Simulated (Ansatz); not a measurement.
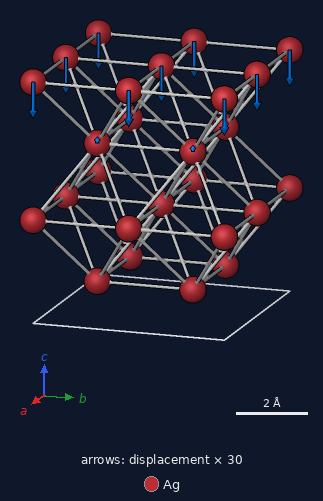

A constrained relaxation of a slab of composition Ag (cut from the Fm-3m phase). The starting structure is drawn; blue arrows show the displacements, magnified 30 times.

A ball-and-stick model of the 2 × 2 repeat of the cell, outlined in the plane, without the vacuum, seen slightly off an axis.

Case: clean slab, lower half held. The slab is the (1 0 0) face of Ag. 2 atoms are held fixed.

These are results of DFT PBEsol, scalar-relativistic, plane waves, PAW (Ansatz 0.2.0), not measurements. Set-up: plane-wave cutoff 420 eV; k-point mesh 10 × 10 × 1; occupations gaussian; smearing width 0.1 eV; no spin polarisation; dipole correction; atoms relaxed in a fixed cell; force threshold 0.03 eV/Å; at most 70 steps.

What did the optimiser do to the structure, and how much energy did it gain?

The atom that moves furthest is an Ag atom (0.036 Å along the normal (−c)). The cell doesn't change. Near-neighbour distances that change, for instance: Ag–Ag 2.867 → 2.837 Å. Over 2 geometry steps the energy falls by 3.1 meV per cell of the calculation. Largest force component: 0.16 eV/Å at the start, 0.001 eV/Å at the end. Cost: 23 s on 2 threads of Arm Neoverse V2 (shared host), peak memory 0.46 GiB.
